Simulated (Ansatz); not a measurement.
**Zn₁₈O₁₇ (cell with a defect): density, localisation and related maps**

Input

```
crystal:
  lattice:
    - [0.0, 5.6802364152, -5.293273979]
    - [4.919229035, -2.8401182076, -5.293273979]
    - [-4.919229035, -2.8401182076, -5.293273979]
  atoms:
    - { symbol: Zn, position: [0.0555660258, 0.0555660258, 0.3888993592] }
    - { symbol: Zn, position: [0.3888993592, 0.7222326925, 0.3888993592] }
    - { symbol: Zn, position: [0.0555660258, 0.3888993592, 0.0555660258] }
    - { symbol: Zn, position: [0.7222326925, 0.3888993592, 0.3888993592] }
    - { symbol: Zn, position: [0.3888993592, 0.0555660258, 0.0555660258] }
    - { symbol: Zn, position: [0.0555660258, 0.7222326925, 0.7222326925] }
    - { symbol: Zn, position: [0.7222326925, 0.7222326925, 0.0555660258] }
    - { symbol: Zn, position: [0.3888993592, 0.3888993592, 0.7222326925] }
    - { symbol: Zn, position: [0.7222326925, 0.0555660258, 0.7222326925] }
    - { symbol: Zn, position: [0.7777882481, 0.1111215814, 0.1111215814] }
    - { symbol: Zn, position: [0.1111215814, 0.7777882481, 0.1111215814] }
    - { symbol: Zn, position: [0.7777882481, 0.4444549147, 0.7777882481] }
    - { symbol: Zn, position: [0.4444549147, 0.4444549147, 0.1111215814] }
    - { symbol: Zn, position: [0.1111215814, 0.1111215814, 0.7777882481] }
    - { symbol: Zn, position: [0.7777882481, 0.7777882481, 0.4444549147] }
    - { symbol: Zn, position: [0.4444549147, 0.7777882481, 0.7777882481] }
    - { symbol: Zn, position: [0.1111215814, 0.4444549147, 0.4444549147] }
    - { symbol: Zn, position: [0.4444549147, 0.1111215814, 0.4444549147] }
    - { symbol: O, position: [1.2625417519, 0.2625417519, 0.5958750853] }
    - { symbol: O, position: [0.3180973075, 0.9847639742, 0.3180973075] }
    - { symbol: O, position: [0.9847639742, 0.6514306408, 0.9847639742] }
    - { symbol: O, position: [0.6514306408, 0.6514306408, 0.3180973075] }
    - { symbol: O, position: [0.3180973075, 0.3180973075, 0.9847639742] }
    - { symbol: O, position: [0.9847639742, 0.9847639742, 0.6514306408] }
    - { symbol: O, position: [0.6514306408, 0.9847639742, 0.9847639742] }
    - { symbol: O, position: [0.3180973075, 0.6514306408, 0.6514306408] }
    - { symbol: O, position: [0.6514306408, 0.3180973075, 0.6514306408] }
    - { symbol: O, position: [0.9292084186, 0.9292084186, 0.2625417519] }
    - { symbol: O, position: [0.2625417519, 0.5958750853, 0.2625417519] }
    - { symbol: O, position: [0.9292084186, 0.2625417519, 0.9292084186] }
    - { symbol: O, position: [0.5958750853, 0.2625417519, 0.2625417519] }
    - { symbol: O, position: [0.2625417519, 0.9292084186, 0.9292084186] }
    - { symbol: O, position: [0.9292084186, 0.5958750853, 0.5958750853] }
    - { symbol: O, position: [0.5958750853, 0.5958750853, 0.9292084186] }
    - { symbol: O, position: [0.5958750853, 0.9292084186, 0.5958750853] }
basis:
  ecutwfc: 420
  xc_grid: 2
kpoints:
  mp_grid: { grid: [2, 2, 2], shift: [0.5, 0.5, 0.5] }
hamiltonian:
  xc: pbe
scf:
  occupations: { method: gaussian, width: 0.02 }
output:
  forces: true
  stress: false
  eigenvalues: true
  write_density: true
  write_potential: true
  elf: true
  volumetric_format: npy
relax:
  adjacent_minimum: "off"
  f_tol: 0.02
  max_steps: 60
```

Command:

```sh
ansatz run input.yaml --threads 4 --pin off --max-ram 10240MiB --backend cpu --events-out ev --progress --plain --runs-dir out
```

The fields are those of the run's last geometry, not of the input's.

Theory: DFT PBE, scalar-relativistic, plane waves, PAW (Ansatz).

In a PAW calculation such maps are meaningful between the atoms, not at the nuclei.

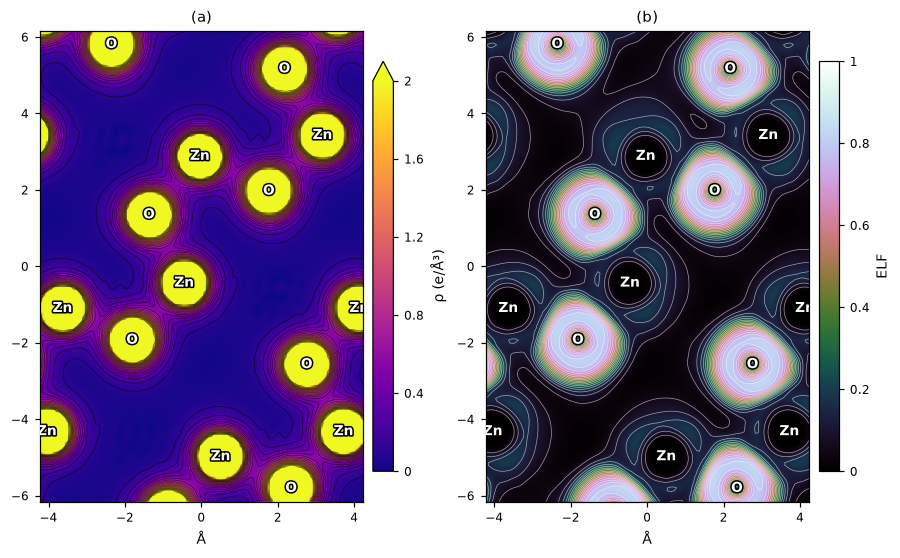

Figure 1. (a) valence charge density (pseudo); (b) ELF on the (101̄) plane of the calculation cell.

> Interpret the plot.

The plane passes through Zn and O nuclei. Zn–O (2.00 Å): ρ at the midpoint is about 0.56 e/Å³; the ELF peaks at about 0.85 in the valence shell of O, 0.6 Å from its nucleus, and is about 0.25 at the midpoint: no localised pair shows between them. The density dies away to nearly zero in the voids.

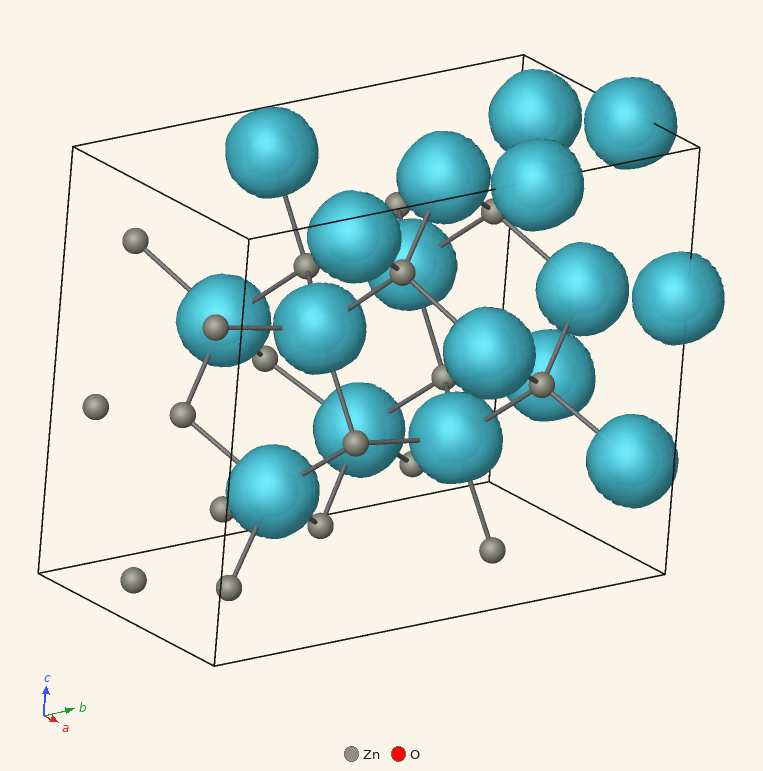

Figure 2. Isosurface of the electron localisation function at 0.75 (cyan), seen slightly off an axis. Only the valence region is drawn (cores and ρ < 0.01 e/Å³ removed). Sticks mark near contacts.

> Where are the electrons localised?

The ELF exceeds this value in 17 regions wrapped around O (the valence shell of each), counted in one cell of 35 atoms. Regions shared between cells count once. Profiles from the grid: Zn–O (1.99 Å): the ELF peaks at about 0.85 in the valence shell of O, 0.6 Å from its nucleus, and is about 0.25 at the midpoint: no shared electron pair shows on this line.

> Does the calculation give a band gap?

It is gapped, with a Kohn–Sham gap of 1.9 eV on the k-point mesh (the band edges may lie off the mesh, which would make the gap smaller).
